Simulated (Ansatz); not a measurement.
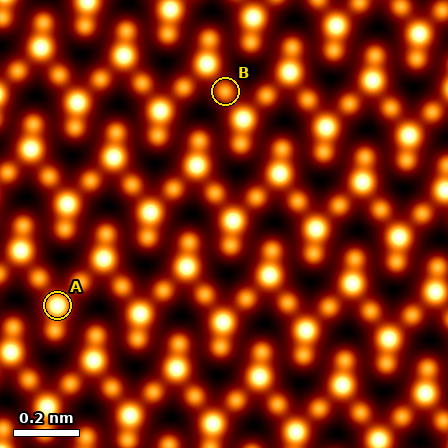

Map of the projected electrostatic potential of Co (Pm-3n, No. 223) along [211]. Computed as the sum of neutral-atom potentials (tabulated electron scattering factors, B = 0.8 Å²) projected along the beam and smoothed by 0.25 Å; brighter is more positive. The display is stretched by a gamma of 0.7; percentages refer to the linear signal. Structure: the geometry given to an electronic-structure calculation, possibly off equilibrium; the starting structure was generated, so it need not be a known form of this composition.

```
Co
1.0
     4.51027    0.00000    0.00000
     0.00000    4.51027    0.00000
     0.00000    0.00000    4.51027
Co
8
Direct
  0.00000 0.00000 0.00000
  0.50000 0.50000 0.50000
  0.25000 0.00000 0.50000
  0.75000 0.00000 0.50000
  0.50000 0.25000 0.00000
  0.50000 0.75000 0.00000
  0.00000 0.50000 0.25000
  0.00000 0.50000 0.75000
```

### Assign the marked columns.

A: Co (2 Co per 11.05 Å along the beam; the brightest kind). B: Co (1 Co per 11.05 Å along the beam; about 50 % of the brightest peak). Brightness is counted from the darkest point of the image.
